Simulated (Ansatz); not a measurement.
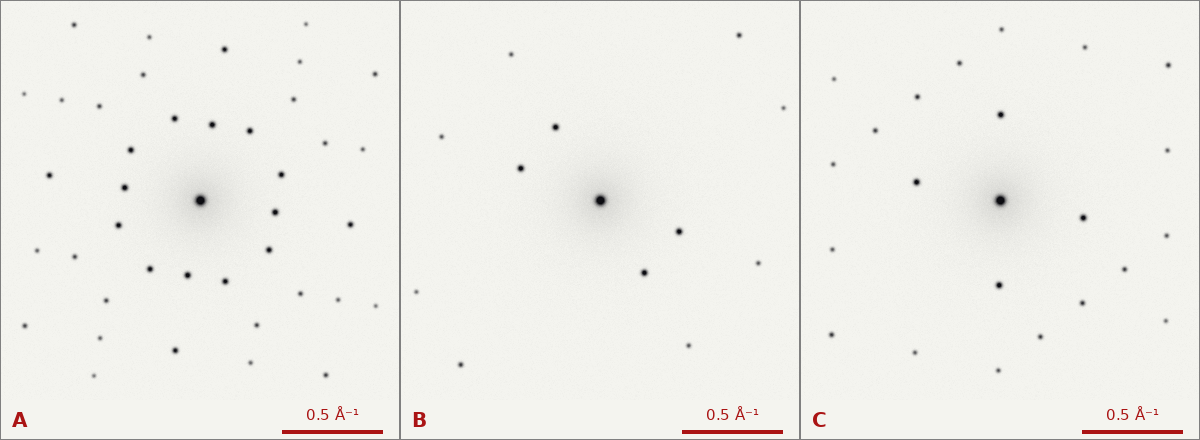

Simulated selected-area electron diffraction patterns (200 kV, kinematic approximation, thin crystal, B = 0.5 Å² for all atoms).

All three come from Al, space group Pm-3n (No. 223), a = 5.25 Å. Structure: the input geometry of an electronic-structure calculation (not necessarily at equilibrium); the starting structure was generated, so it need not be a known form of this composition.

Q: Assign the zone axes [001], [211], [221] to A, B and C.

A: A is [001]: square net of 1 0 0 (itself extinct) at d = 5.25 Å and 0 1 0 (itself extinct) at d = 5.25 Å, at 90.0°. B is [221]: centred rectangular net of 1 -1 0 (itself too weak to see) at d = 3.71 Å and 1 0 -2 at d = 2.35 Å, at 71.6°. C is [211]: rectangular net of 0 1 -1 (itself too weak to see) at d = 3.71 Å and -1 1 1 (itself extinct) at d = 3.03 Å, at 90.0°.
